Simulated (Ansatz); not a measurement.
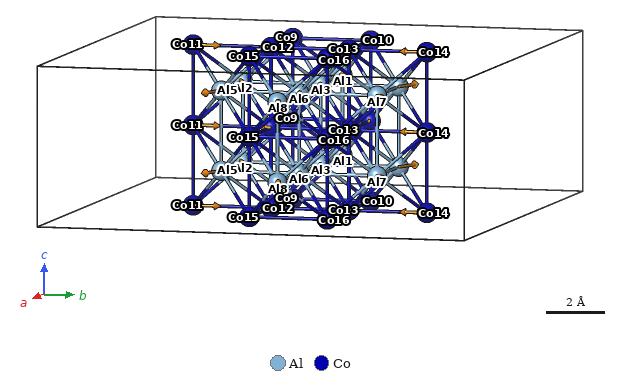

This is a relaxation of a wire of composition AlCo. The starting structure is drawn; orange arrows show the displacements (the part carried along by the change of the cell is left out), 5 times their true length.

The picture is a ball-and-stick view of the 2 repeat of the cell, with the vacuum cut short (origin shifted), seen slightly off an axis.

Case: wire along [0 0 1], 16 atoms a period.

The calculation used DFT PBEsol, scalar-relativistic, plane waves, PAW in Ansatz 0.2.0.

Input
```yaml
crystal:
  lattice:
    - [17.5, 0.0, 0.0]
    - [0.0, 17.8, 0.0]
    - [0.0, 0.0, 2.8225855362]
  atoms:
    - { symbol: Al, position: [0.2580640969, 0.5, 0.0] }
    - { symbol: Al, position: [0.419354699, 0.3414277789, 0.0] }
    - { symbol: Al, position: [0.419354699, 0.5, 0.0] }
    - { symbol: Al, position: [0.419354699, 0.6585722211, 0.0] }
    - { symbol: Al, position: [0.580645301, 0.3414277789, 0.0] }
    - { symbol: Al, position: [0.580645301, 0.5, 0.0] }
    - { symbol: Al, position: [0.580645301, 0.6585722211, 0.0] }
    - { symbol: Al, position: [0.7419359031, 0.5, 0.0] }
    - { symbol: Co, position: [0.3387093979, 0.4207138894, 0.5] }
    - { symbol: Co, position: [0.3387093979, 0.5792861106, 0.5] }
    - { symbol: Co, position: [0.5, 0.2621416683, 0.5] }
    - { symbol: Co, position: [0.5, 0.4207138894, 0.5] }
    - { symbol: Co, position: [0.5, 0.5792861106, 0.5] }
    - { symbol: Co, position: [0.5, 0.7378583317, 0.5] }
    - { symbol: Co, position: [0.6612906021, 0.4207138894, 0.5] }
    - { symbol: Co, position: [0.6612906021, 0.5792861106, 0.5] }
basis:
  ecutwfc: 420
kpoints:
  mp_grid: { grid: [1, 1, 19] }
hamiltonian:
  xc: pbesol
scf:
  occupations: { method: gaussian, width: 0.05 }
output:
  forces: true
  stress: true
  eigenvalues: true
  populations: true
  write_density: true
  write_potential: true
  elf: true
  volumetric_format: npy
relax:
  adjacent_minimum: "off"
  f_tol: 0.02
  max_steps: 45
  cell: { fix: [a, b, alpha, beta, gamma], stress_tol: 0.03 }
```

Run as
```bash
ansatz run input.yaml --threads 4 --pin off --max-ram 11264MiB --backend cpu --events-out ev --progress --plain --runs-dir out
```

> What did the optimiser do to the structure, and how much energy did it gain?

The largest moves relative to the centre of the atoms, 0.22 Å, are those of Al2, Al4, Al5 and Al7. By element the largest moves are Al 0.22 Å, Co 0.21 Å. Along the periodic axis the drawn cell goes c 5.645 → 5.337 Å (−5.5 %). Some distances before and after: Al2–Al5 2.823 → 3.224 Å, Co11–Co12 2.823 → 2.523 Å, Co12–Co13 2.823 → 3.010 Å, Co10–Co10 2.823 → 2.668 Å. The energy falls by 0.976 eV per cell of the calculation in 4 accepted moves (5 points after the start). The largest force component goes from 1.3 to 0.014 eV/Å. The SCF was repeated once at an unchanged geometry on a basis and grid sized afresh for the cell, which shifted the energy by 4.6 meV per cell of the calculation at most. The run took 3.6 min on 4 threads of Intel(R) Xeon(R) Processor @ 2.70GHz, on a shared host, peak memory 2.4 GiB.

Limits of the set-up: an element that often carries a moment was run without spin polarisation.
